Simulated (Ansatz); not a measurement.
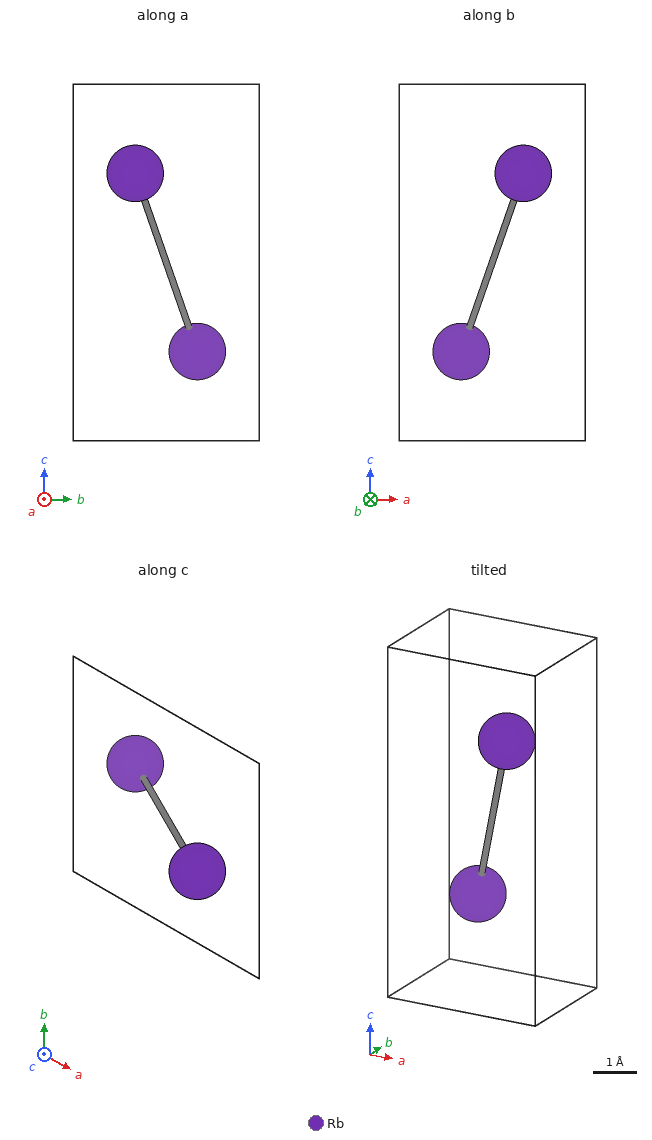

Shown here is a ball-and-stick view of the crystal, taken along the a axis, along the b axis, along the c axis and slightly off an axis. The parallelepiped is the conventional unit cell.

Lattice parameters: a = 5.034 Å, b = 5.034 Å, c = 8.337 Å, α = 90.00°, β = 90.00°, γ = 120.00°.

### Convert the drawing into a table of Wyckoff sites.

Space group P6_3/mmc (No. 194).
| atom | site | x | y | z |
| --- | --- | --- | --- | --- |
| Rb | 2c | 0.3333 | 0.6667 | 0.2500 |

Provenance: a structure type filled with this element by a generator (whether the element takes this form wasn't checked). Earlier steps of the study may have refined or changed the cell and positions. A calculation with Ansatz used it as input.
